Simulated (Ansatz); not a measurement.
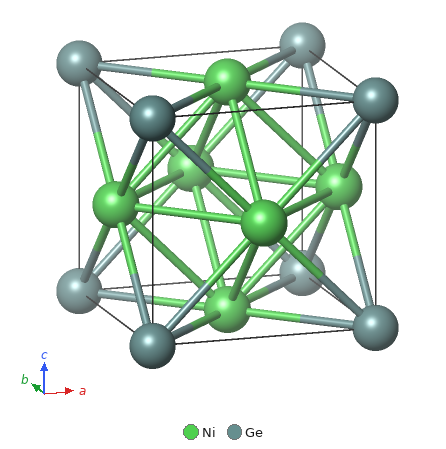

A ball-and-stick rendering, viewed slightly off an axis. Atoms at the boundary of the conventional unit cell (the box) are drawn once for each face, edge or corner they touch. Cell: a = 3.58 Å, b = 3.58 Å, c = 3.58 Å, α = 90.00°, β = 90.00°, γ = 90.00°.

It goes back to a structure listed in the Materials Project. Earlier steps of the study may have refined or changed the cell and positions. Ansatz was used for an electronic-structure calculation on it.

**Caption:**

The structure is one of Ni$_{3}$Ge. It is primitive cubic, space group Pm-3m (No. 221). In terms of structure types, this is Cu₃Au (L1₂) type. Counting shared atoms by their share gives 3 Ni, 1 Ge, or 4 atoms. The neighbours of Ni are eight Ni and four Ge in a cuboctahedral arrangement (about 2.5 Å to Ni, 2.5 Å to Ge). Ge bonds to twelve Ni in a cuboctahedral arrangement at about 2.5 Å. The bonds build a three-dimensional framework.

The calculation used DFT LDA, scalar-relativistic, plane waves, PAW (Ansatz), with a plane-wave cutoff of 420 eV, a 12×12×12 sampling of the Brillouin zone, Gaussian smearing of 0.1 eV, no spin polarisation (a spin-restricted run, not always the ground state).

**Is the electronic structure metallic or gapped?**

A metal: bands cross the Fermi level.

**List the Bader charges.**

Ni -0.10 e; Ge +0.29 e.

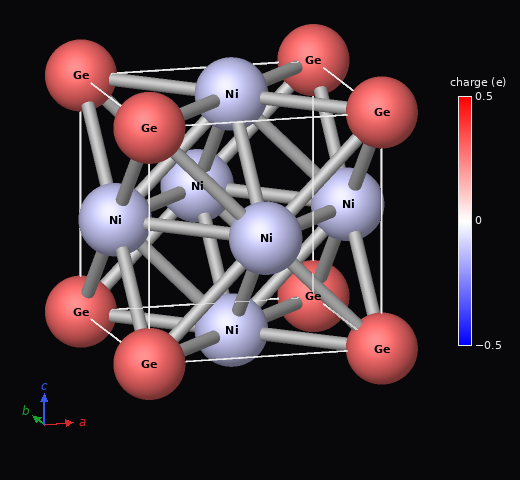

The atoms coloured by those charges. The run's cell of 4 atoms is drawn.

**Do the forces and the stress vanish for this geometry?**

No. All forces vanish to within 0.01 eV/Å. The pressure is -15.0 GPa, so the cell would contract.
